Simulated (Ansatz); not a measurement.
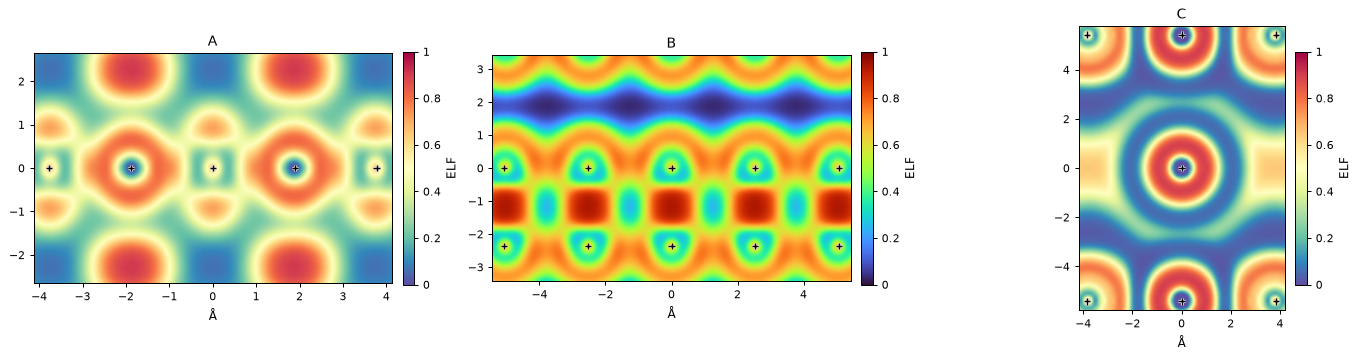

The ELF of 3 systems, each on a plane through atoms (crosses mark nuclei in the plane).

The calculation used DFT PBE, scalar-relativistic, plane waves, PAW in Ansatz 0.2.0.

System 1: Cs₄I, the (101) plane of the conventional cell. Space group Pm-3m; a structure generated by program, which may or may not match a known phase; changed on purpose from its base cell (volume × 0.94); computed without spin polarisation.

```cif
data_structure
_symmetry_space_group_name_H-M 'P 1'
_symmetry_Int_Tables_number 1
_cell_length_a 7.6741
_cell_length_b 7.6741
_cell_length_c 7.6741
_cell_angle_alpha 90.000
_cell_angle_beta 90.000
_cell_angle_gamma 90.000
_cell_volume 451.93
loop_
_atom_site_label
_atom_site_type_symbol
_atom_site_fract_x
_atom_site_fract_y
_atom_site_fract_z
_atom_site_occupancy
Cs1 Cs 0.50000 0.50000 0.50000 1
Cs2 Cs 0.50000 0.00000 0.00000 1
Cs3 Cs 0.00000 0.50000 0.00000 1
Cs4 Cs 0.00000 0.00000 0.50000 1
I1 I 0.00000 0.00000 0.00000 1
```

System 2: Si₂N, the (101) plane of the conventional cell. Space group P4/mmm; a structure generated by program, which may or may not match a known phase; computed without spin polarisation.

```
Si N
1.0
     3.77488    0.00000    0.00000
     0.00000    3.77488    0.00000
     0.00000    0.00000    2.62361
Si N
2 1
Direct
  0.00000 0.50000 0.50000
  0.50000 0.00000 0.50000
  0.50000 0.50000 0.50000
```

System 3: Si, the (010) plane of the conventional cell. Space group Cmmm; a structure generated by program, which may or may not match a known phase.

Which map belongs to which system?

Panel A is system 2, Si₂N: the plane holds Si and N. Si–N (1.89 Å): the ELF peaks at about 0.80 between the atoms. Panel B is system 3, Si: the plane holds Si. Si–Si (2.36 Å): the ELF peaks at about 0.95 between the atoms. Panel C is system 1, Cs₄I: the plane holds Cs and I. Cs–I (3.84 Å): the ELF peaks at about 0.80 in the valence shell of I, 1.3 Å from its nucleus, and drops to about 0.05 between the two atoms: no localised pair shows between them.
